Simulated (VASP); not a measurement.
LiH

```xyz
4
Lattice="-1.9791 1.9816 3.8821 -1.9797 -1.9812 -0.0005 1.9902 -1.9917 0.0106" Properties=species:S:1:pos:R:3 pbc="T T T"
Li   -1.9434   -0.0358    1.9336
Li   -1.9431    1.9456    3.8749
H    -0.0062   -1.9872    0.0155
H    -0.0059   -0.0058    1.9568
```

Space group P1; started from the rocksalt prototype, which need not be the ambient phase; changed on purpose from its base cell (strained and displaced).

Method: VASP 6.6.1, DFT, r2SCAN, plane waves, PAW.

Question: What can the converged valence pseudo-density and electron localisation function tell about the bonding?

Answer: Li–H (1.93 Å): ρ is about 0.14 e/Å³ halfway; the ELF climbs to about 1 towards the hydrogen; an ionic contact to a hydride ion.

Question: Metal or insulator at this level of theory?

Answer: It is gapped, with a Kohn–Sham gap of 3.4 eV on the k-point mesh, an upper bound to the gap of this method.

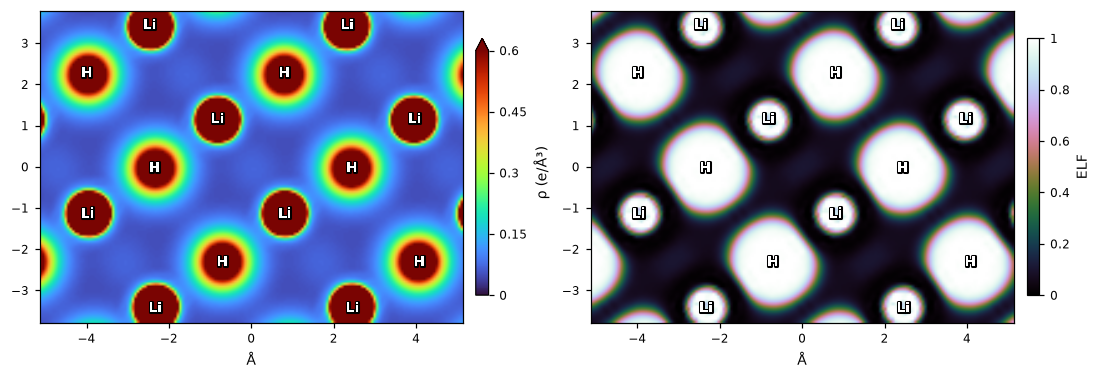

Computed valence pseudo-density and electron localisation function on the (010) plane of the standardised cell, in this order. 
